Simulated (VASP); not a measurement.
**Optical-spectrum calculation, with input and output: MgB2 (part 2 of 3)**

MgB2 (3 atoms in the cell); Kohn-Sham DFT of a periodic cell, LDA, VASP PAW LDA potentials, recommended, no spin polarisation (VASP 6.6.1); cutoff 520 eV, 20×20×16 k-mesh, fermi-dirac of 0.05 eV. The structure derives from an entry of the Crystallography Open Database.

Geometry of the input (Å; fractional positions):
```
3.0850  0.0000  0.0000
-1.5425  2.6717  0.0000
0.0000  0.0000  3.5230
Mg 0.0000  0.0000  0.0000
B  0.3333  0.6667  0.5000
B  0.6667  0.3333  0.5000
```

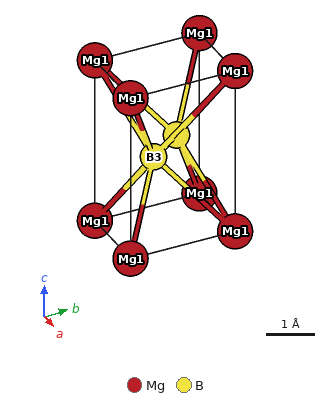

The structure as given in the input (ball-and-stick view of the cell of the calculation, seen slightly off an axis; atoms are numbered from 1 in the order of the input).

## Parts of OUTCAR, continued
```
 -----------------------------------------------------------------------------------
    total drift:                                0.000000     -0.000000      0.000000

  FREE ENERGIE OF THE ION-ELECTRON SYSTEM (eV)
  ---------------------------------------------------
  free  energy   TOTEN  =       -17.2497741121 eV

  energy  without entropy=      -17.2436580216  energy(sigma->0) =      -17.24671607

 electrical conductivity sigma (Mega S m-1) (frequency dependency in vasprun.xml)
  --------------------------------------------------------------------------------------
       0.121       0.000       0.000
       0.000       0.121       0.000
       0.000       0.000       0.084

  frequency dependent IMAGINARY DIELECTRIC FUNCTION (independent particle, no local field effects) density-density
     E(ev)      X         Y         Z        XY        YZ        ZX
  --------------------------------------------------------------------------------------------------------------
     0.00000     0.00000     0.00000     0.00000     0.00000     0.00000     0.00000
     0.77684     3.55088     3.55088     0.02914     0.00000     0.00000    -0.00000
     1.55368     4.98578     4.98578     0.06980    -0.00000     0.00000    -0.00000
     2.33053    11.42138    11.42138     0.19157    -0.00000     0.00000     0.00000
     3.10737     3.55305     3.55305     0.45061    -0.00000     0.00000     0.00000
     3.88421     1.72906     1.72906     1.48882    -0.00000     0.00000    -0.00000
     4.66105     2.66521     2.66521    16.71500    -0.00000    -0.00000    -0.00000
     5.43789     3.91424     3.91424    11.60093    -0.00000    -0.00000    -0.00000
     6.21474     5.26473     5.26473     6.28588    -0.00000    -0.00000     0.00000
     6.99158    12.80027    12.80027     5.89827    -0.00000    -0.00000    -0.00000
     7.76842     9.63125     9.63125     2.01641     0.00000    -0.00000     0.00000
     8.54526     6.32678     6.32678     5.89003     0.00000    -0.00000    -0.00000
     9.32210     2.89442     2.89442     3.11376    -0.00000     0.00000     0.00000
    10.09895     2.55784     2.55784     2.46497    -0.00000     0.00000    -0.00000
    10.87579     2.06496     2.06496     2.78884     0.00000    -0.00000     0.00000
    11.65263     1.81407     1.81407     1.55077    -0.00000     0.00000     0.00000
    12.42947     1.38818     1.38818     1.42739    -0.00000     0.00000    -0.00000
    13.20631     0.96404     0.96404     1.35863    -0.00000     0.00000     0.00000
    13.98316     1.04139     1.04139     1.18979    -0.00000    -0.00000    -0.00000
    14.76000     0.63428     0.63428     0.68870     0.00000     0.00000     0.00000
    15.53684     0.53099     0.53099     0.44958     0.00000    -0.00000    -0.00000
    16.31368     0.58685     0.58685     0.41497    -0.00000     0.00000     0.00000
    17.09052     0.41705     0.41705     0.37785     0.00000     0.00000     0.00000
    17.86737     0.36969     0.36969     0.31890    -0.00000    -0.00000     0.00000
    18.64421     0.26798     0.26798     0.37843    -0.00000    -0.00000     0.00000
    19.42105     0.24708     0.24708     0.26821    -0.00000    -0.00000     0.00000
    20.19789     0.20663     0.20663     0.29900     0.00000     0.00000     0.00000
    20.97473     0.21560     0.21560     0.25822    -0.00000     0.00000    -0.00000
    21.75158     0.19510     0.19510     0.27230    -0.00000    -0.00000    -0.00000
    22.52842     0.17076     0.17076     0.20247     0.00000     0.00000    -0.00000
    23.30526     0.15949     0.15949     0.22017     0.00000     0.00000     0.00000
    24.08210     0.14602     0.14602     0.22759     0.00000     0.00000     0.00000
    24.85895     0.12696     0.12696     0.21866    -0.00000    -0.00000     0.00000
    25.63579     0.12926     0.12926     0.17881     0.00000     0.00000    -0.00000
    26.41263     0.10365     0.10365     0.13114     0.00000    -0.00000    -0.00000
    27.18947     0.09956     0.09956     0.11478    -0.00000     0.00000    -0.00000
    27.96631     0.06772     0.06772     0.10379     0.00000     0.00000    -0.00000
    28.74316     0.04975     0.04975     0.10775    -0.00000     0.00000     0.00000
    29.52000     0.05272     0.05272     0.14451    -0.00000    -0.00000     0.00000
    30.29684     0.04867     0.04867     0.12455    -0.00000    -0.00000    -0.00000
    31.07368     0.06424     0.06424     0.12489    -0.00000     0.00000    -0.00000
    31.85052     0.07749     0.07749     0.13844     0.00000     0.00000    -0.00000
    32.62737     0.06880     0.06880     0.12968    -0.00000    -0.00000    -0.00000
    33.40421     0.05727     0.05727     0.10283    -0.00000     0.00000    -0.00000
    34.18105     0.05320     0.05320     0.07889    -0.00000     0.00000     0.00000
    34.95789     0.03886     0.03886     0.05707     0.00000     0.00000    -0.00000
    35.73473     0.03944     0.03944     0.06973     0.00000     0.00000     0.00000
    36.51158     0.03686     0.03686     0.04310     0.00000     0.00000     0.00000
    37.28842     0.03402     0.03402     0.05363     0.00000    -0.00000     0.00000
    38.06526     0.03955     0.03955     0.04400     0.00000     0.00000     0.00000
    38.84210     0.04374     0.04374     0.04844     0.00000    -0.00000    -0.00000
    39.61894     0.04049     0.04049     0.03640    -0.00000     0.00000    -0.00000
    40.39579     0.03929     0.03929     0.03938    -0.00000    -0.00000     0.00000
    41.17263     0.03970     0.03970     0.03676    -0.00000     0.00000    -0.00000
    41.94947     0.03995     0.03995     0.04045    -0.00000     0.00000    -0.00000
    42.72631     0.03458     0.03458     0.03300    -0.00000    -0.00000    -0.00000
    43.50315     0.03273     0.03273     0.03220    -0.00000    -0.00000    -0.00000
    44.28000     0.02750     0.02750     0.03371     0.00000     0.00000     0.00000
    45.05684     0.02559     0.02559     0.02397     0.00000     0.00000    -0.00000
    45.83368     0.02439     0.02439     0.02888    -0.00000    -0.00000     0.00000
    46.61052     0.02572     0.02572     0.02770     0.00000     0.00000     0.00000
    47.38736     0.02193     0.02193     0.02776    -0.00000    -0.00000     0.00000
    48.16421     0.01979     0.01979     0.02972     0.00000     0.00000    -0.00000
    48.94105     0.01700     0.01700     0.02507    -0.00000    -0.00000     0.00000
    49.71789     0.01507     0.01507     0.02295    -0.00000    -0.00000    -0.00000
    50.49473     0.01289     0.01289     0.02356     0.00000     0.00000    -0.00000
    51.27157     0.01298     0.01298     0.02159    -0.00000     0.00000    -0.00000
    52.04842     0.01143     0.01143     0.01611    -0.00000     0.00000    -0.00000
    52.82526     0.00851     0.00851     0.01261     0.00000     0.00000    -0.00000
    53.60210     0.00762     0.00762     0.01319    -0.00000     0.00000    -0.00000
    54.37894     0.00762     0.00762     0.01086    -0.00000     0.00000     0.00000
    55.15578     0.00494     0.00494     0.00951    -0.00000     0.00000    -0.00000
    55.93263     0.00303     0.00303     0.00896     0.00000    -0.00000    -0.00000
    56.70947     0.00253     0.00253     0.00634     0.00000    -0.00000     0.00000
    57.48631     0.00237     0.00237     0.00721    -0.00000     0.00000     0.00000
    58.26315     0.00153     0.00153     0.00456    -0.00000     0.00000     0.00000
    59.03999     0.00130     0.00130     0.00303     0.00000    -0.00000     0.00000
    59.81684     0.00108     0.00108     0.00309    -0.00000    -0.00000    -0.00000
    60.59368     0.00075     0.00075     0.00160     0.00000    -0.00000    -0.00000
    61.37052     0.00090     0.00090     0.00188    -0.00000    -0.00000    -0.00000
    62.14736     0.00089     0.00089     0.00185    -0.00000     0.00000    -0.00000
    62.92420     0.00040     0.00040     0.00060    -0.00000     0.00000    -0.00000
    63.70105     0.00031     0.00031     0.00037    -0.00000     0.00000     0.00000
    64.47789     0.00029     0.00029     0.00033    -0.00000    -0.00000    -0.00000
    65.25473     0.00028     0.00028     0.00031    -0.00000    -0.00000    -0.00000
    66.03157     0.00026     0.00026     0.00029    -0.00000    -0.00000    -0.00000
    66.80841     0.00025     0.00025     0.00027    -0.00000    -0.00000    -0.00000
    67.58526     0.00024     0.00024     0.00026    -0.00000    -0.00000    -0.00000
    68.36210     0.00023     0.00023     0.00025    -0.00000    -0.00000    -0.00000
    69.13894     0.00022     0.00022     0.00024    -0.00000    -0.00000    -0.00000
    69.91578     0.00021     0.00021     0.00023    -0.00000    -0.00000    -0.00000
    70.69263     0.00020     0.00020     0.00022    -0.00000    -0.00000    -0.00000
    71.46947     0.00020     0.00020     0.00021    -0.00000    -0.00000    -0.00000
    72.24631     0.00019     0.00019     0.00020    -0.00000    -0.00000    -0.00000
    73.02315     0.00018     0.00018     0.00019    -0.00000    -0.00000    -0.00000
    73.79999     0.00018     0.00018     0.00018    -0.00000    -0.00000    -0.00000
    74.57684     0.00017     0.00017     0.00018    -0.00000    -0.00000    -0.00000
    75.35368     0.00016     0.00016     0.00017    -0.00000    -0.00000    -0.00000
    76.13052     0.00016     0.00016     0.00016    -0.00000    -0.00000    -0.00000
    76.90736     0.00015     0.00015     0.00016    -0.00000    -0.00000    -0.00000

  frequency dependent      REAL DIELECTRIC FUNCTION (independent particle, no local field effects) density-density
     E(ev)        X           Y           Z          XY          YZ          ZX
  --------------------------------------------------------------------------------------------------------------
     0.00000    29.83594    29.83594     6.56982    -0.00000     0.00000    -0.00000
     0.77684     4.19549     4.19549     6.67980    -0.00000     0.00000    -0.00000
     1.55368     7.80103     7.80103     7.04614    -0.00000    -0.00000    -0.00000
     2.33053     5.69004     5.69004     7.79619    -0.00000     0.00000    -0.00000
     3.10737     2.85863     2.85863     9.29280     0.00000    -0.00000    -0.00000
     3.88421     4.41340     4.41340    13.49133    -0.00000    -0.00000    -0.00000
     4.66105     7.10615     7.10615     6.16419    -0.00000     0.00000    -0.00000
     5.43789     5.68460     5.68460    -5.64875     0.00000    -0.00000    -0.00000
     6.21474     9.73022     9.73022     0.33461    -0.00000    -0.00000     0.00000
     6.99158     4.44092     4.44092    -4.54015     0.00000     0.00000    -0.00000
     7.76842    -3.37083    -3.37083    -0.69049     0.00000    -0.00000     0.00000
     8.54526    -3.74494    -3.74494     0.51322    -0.00000    -0.00000    -0.00000
     9.32210    -2.12950    -2.12950    -1.45819    -0.00000    -0.00000     0.00000
    10.09895    -2.11106    -2.11106    -1.41826     0.00000     0.00000    -0.00000
    10.87579    -1.90340    -1.90340    -1.34524    -0.00000     0.00000     0.00000
    11.65263    -1.26901    -1.26901    -1.28350     0.00000     0.00000    -0.00000
    12.42947    -1.51694    -1.51694    -0.67267     0.00000    -0.00000     0.00000
    13.20631    -0.96969    -0.96969    -0.98304     0.00000     0.00000     0.00000
    13.98316    -0.74752    -0.74752    -0.81254    -0.00000    -0.00000     0.00000
    14.76000    -0.71652    -0.71652    -0.68197     0.00000    -0.00000     0.00000
    15.53684    -0.35505    -0.35505    -0.41765     0.00000    -0.00000     0.00000
    16.31368    -0.35588    -0.35588    -0.17800    -0.00000     0.00000     0.00000
    17.09052    -0.16432    -0.16432     0.02074     0.00000    -0.00000    -0.00000
    17.86737    -0.11134    -0.11134     0.02479    -0.00000    -0.00000     0.00000
    18.64421     0.01556     0.01556     0.21670     0.00000     0.00000    -0.00000
    19.42105     0.07835     0.07835     0.23042     0.00000     0.00000     0.00000
    20.19789     0.17328     0.17328     0.34099     0.00000     0.00000    -0.00000
    20.97473     0.24147     0.24147     0.30824     0.00000     0.00000     0.00000
    21.75158     0.31154     0.31154     0.39527    -0.00000     0.00000     0.00000
    22.52842     0.34604     0.34604     0.41199     0.00000    -0.00000     0.00000
    23.30526     0.37645     0.37645     0.46528     0.00000    -0.00000     0.00000
    24.08210     0.41311     0.41311     0.49793     0.00000    -0.00000     0.00000
    24.85895     0.45309     0.45309     0.48100     0.00000     0.00000    -0.00000
    25.63579     0.46739     0.46739     0.47657     0.00000     0.00000    -0.00000
    26.41263     0.50558     0.50558     0.51616     0.00000    -0.00000     0.00000
    27.18947     0.51758     0.51758     0.57622     0.00000    -0.00000     0.00000
    27.96631     0.54497     0.54497     0.61195     0.00000    -0.00000     0.00000
    28.74316     0.59441     0.59441     0.65075     0.00000     0.00000     0.00000
    29.52000     0.62391     0.62391     0.66741     0.00000     0.00000    -0.00000
    30.29684     0.65373     0.65373     0.64925     0.00000     0.00000    -0.00000
    31.07368     0.68125     0.68125     0.67584     0.00000    -0.00000     0.00000
    31.85052     0.68686     0.68686     0.66962     0.00000     0.00000     0.00000
    32.62737     0.68559     0.68559     0.66906     0.00000    -0.00000     0.00000
    33.40421     0.69842     0.69842     0.66168     0.00000    -0.00000     0.00000
    34.18105     0.71166     0.71166     0.67700     0.00000    -0.00000     0.00000
    34.95789     0.72643     0.72643     0.70501     0.00000     0.00000     0.00000
    35.73473     0.74149     0.74149     0.71743     0.00000     0.00000     0.00000
    36.51158     0.75211     0.75211     0.72346     0.00000     0.00000     0.00000
    37.28842     0.77299     0.77299     0.75447     0.00000    -0.00000     0.00000
    38.06526     0.78314     0.78314     0.75823     0.00000    -0.00000     0.00000
    38.84210     0.78813     0.78813     0.76144     0.00000    -0.00000     0.00000
    39.61894     0.79126     0.79126     0.77730     0.00000     0.00000     0.00000
    40.39579     0.79140     0.79140     0.78881     0.00000    -0.00000     0.00000
    41.17263     0.80230     0.80230     0.80019     0.00000    -0.00000     0.00000
    41.94947     0.80862     0.80862     0.79888     0.00000     0.00000     0.00000
    42.72631     0.81120     0.81120     0.80649     0.00000    -0.00000     0.00000
    43.50315     0.81363     0.81363     0.81645     0.00000    -0.00000     0.00000
    44.28000     0.82395     0.82395     0.81830     0.00000     0.00000     0.00000
    45.05684     0.82623     0.82623     0.82937     0.00000    -0.00000     0.00000
    45.83368     0.83361     0.83361     0.83179     0.00000     0.00000     0.00000
    46.61052     0.83732     0.83732     0.84311     0.00000    -0.00000     0.00000
    47.38736     0.83898     0.83898     0.84318     0.00000     0.00000     0.00000
    48.16421     0.84481     0.84481     0.84786     0.00000     0.00000    -0.00000
    48.94105     0.84972     0.84972     0.85027     0.00000     0.00000    -0.00000
    49.71789     0.85383     0.85383     0.85275     0.00000     0.00000    -0.00000
    50.49473     0.85920     0.85920     0.85898     0.00000     0.00000     0.00000
    51.27157     0.86367     0.86367     0.85822     0.00000     0.00000     0.00000
    52.04842     0.86489     0.86489     0.86035     0.00000     0.00000     0.00000
    52.82526     0.86908     0.86908     0.86482     0.00000    -0.00000    -0.00000
    53.60210     0.87465     0.87465     0.86956     0.00000     0.00000     0.00000
    54.37894     0.87782     0.87782     0.87423     0.00000     0.00000     0.00000
    55.15578     0.88052     0.88052     0.87906     0.00000    -0.00000     0.00000
    55.93263     0.88520     0.88520     0.88148     0.00000    -0.00000     0.00000
    56.70947     0.88949     0.88949     0.88391     0.00000    -0.00000     0.00000
    57.48631     0.89331     0.89331     0.88811     0.00000     0.00000     0.00000
    58.26315     0.89645     0.89645     0.89024     0.00000     0.00000     0.00000
    59.03999     0.89997     0.89997     0.89457     0.00000    -0.00000     0.00000
    59.81684     0.90296     0.90296     0.89789     0.00000     0.00000     0.00000
    60.59368     0.90602     0.90602     0.90148     0.00000     0.00000     0.00000
    61.37052     0.90893     0.90893     0.90472     0.00000     0.00000     0.00000
    62.14736     0.91130     0.91130     0.90712     0.00000     0.00000     0.00000
    62.92420     0.91381     0.91381     0.90982     0.00000     0.00000     0.00000
    63.70105     0.91631     0.91631     0.91294     0.00000     0.00000     0.00000
    64.47789     0.91866     0.91866     0.91564     0.00000     0.00000     0.00000
    65.25473     0.92086     0.92086     0.91811     0.00000     0.00000     0.00000
    66.03157     0.92295     0.92295     0.92041     0.00000     0.00000     0.00000
    66.80841     0.92494     0.92494     0.92259     0.00000     0.00000     0.00000
    67.58526     0.92684     0.92684     0.92465     0.00000     0.00000     0.00000
    68.36210     0.92866     0.92866     0.92661     0.00000     0.00000     0.00000
    69.13894     0.93041     0.93041     0.92849     0.00000     0.00000     0.00000
    69.91578     0.93209     0.93209     0.93028     0.00000     0.00000     0.00000
    70.69263     0.93370     0.93370     0.93199     0.00000     0.00000     0.00000
    71.46947     0.93525     0.93525     0.93363     0.00000     0.00000     0.00000
    72.24631     0.93674     0.93674     0.93521     0.00000     0.00000     0.00000
    73.02315     0.93818     0.93818     0.93673     0.00000     0.00000     0.00000
    73.79999     0.93957     0.93957     0.93818     0.00000     0.00000     0.00000
    74.57684     0.94091     0.94091     0.93959     0.00000     0.00000     0.00000
    75.35368     0.94220     0.94220     0.94094     0.00000     0.00000     0.00000
    76.13052     0.94345     0.94345     0.94225     0.00000     0.00000     0.00000
    76.90736     0.94465     0.94465     0.94350     0.00000     0.00000     0.00000
```
